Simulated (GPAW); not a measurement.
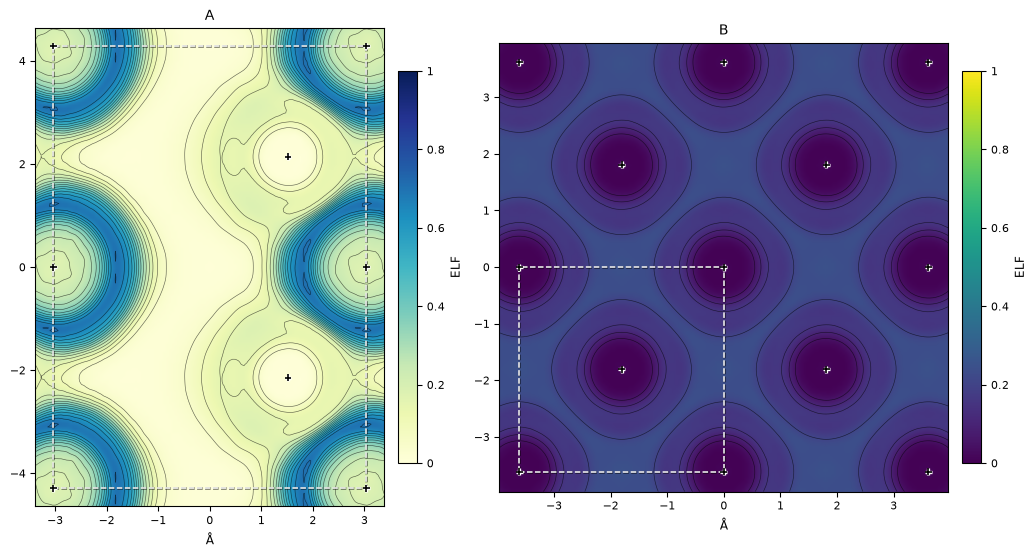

The ELF of 2 systems, each on a plane through atoms (crosses mark nuclei in the plane).

These are results of GPAW, Kohn-Sham DFT of a periodic cell, PBEsol, PAW data sets made by gpaw-setup for the functional, not measurements.

System 1: Cu, the (100) plane of the conventional cell. Space group Fm-3m; computed pressure about −5 GPa in this cell.

System 2: CuI, the (110) plane of the conventional cell. Space group F-43m.

```yaml
crystal:
  lattice:
    - [6.06300, 0.00000, 0.00000]
    - [0.00000, 0.00000, -6.06300]
    - [0.00000, 6.06300, 0.00000]
  atoms:
    - { symbol: I, position: [0.50000, 0.50000, 0.00000] }
    - { symbol: I, position: [0.00000, 0.50000, 0.50000] }
    - { symbol: I, position: [0.00000, 0.00000, 0.00000] }
    - { symbol: I, position: [0.50000, 0.00000, 0.50000] }
    - { symbol: Cu, position: [0.75000, 0.75000, 0.25000] }
    - { symbol: Cu, position: [0.25000, 0.75000, 0.75000] }
    - { symbol: Cu, position: [0.25000, 0.25000, 0.25000] }
    - { symbol: Cu, position: [0.75000, 0.25000, 0.75000] }
```

Question: Match each panel to its system.

Answer: Panel A is system 2, CuI: the plane holds I and Cu. Cu–I (2.63 Å): the ELF is about 0.55 at the midpoint. Panel B is system 1, Cu: the plane holds Cu. Cu–Cu (2.56 Å): the ELF is about 0.20 at the midpoint: no localised pair shows between them.
